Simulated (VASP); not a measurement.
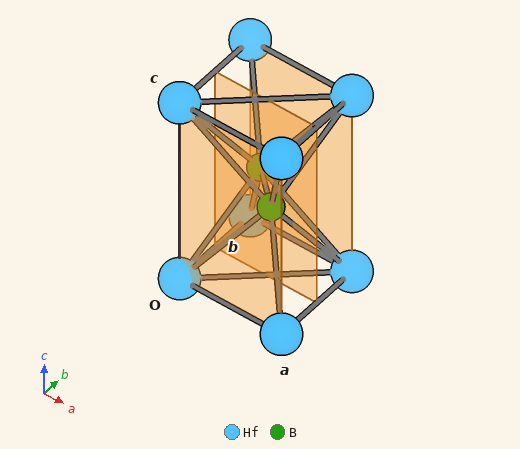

For HfB2, coordinates from a relaxation with VASP, VASP Kohn-Sham DFT of a periodic cell, PBE with D3(BJ), VASP PAW PBE potentials, recommended: every member of one family of equally spaced planes, hx + ky + lz = a whole number, that cuts the unit cell is shaded (one member passes through the origin O). Geometry calculated from the standardised cell; symmetry tolerance 0.002 Å.

a = 3.122 Å, b = 3.122 Å, c = 3.450 Å, α = 90.00°, β = 90.00°, γ = 120.00°.

Q: Which (hkl) family is drawn?

A: (0 2 0), in four indices (0 2 −2 0); the opposite sign names the same planes. The member next to the origin meets the axes a never, b at 1/2, c never.

Q: What is the spacing?

A: d = 1.352 Å.

Q: Which atoms of the cell lie in these planes (within 0.03 Å)?

A: The Hf atom.
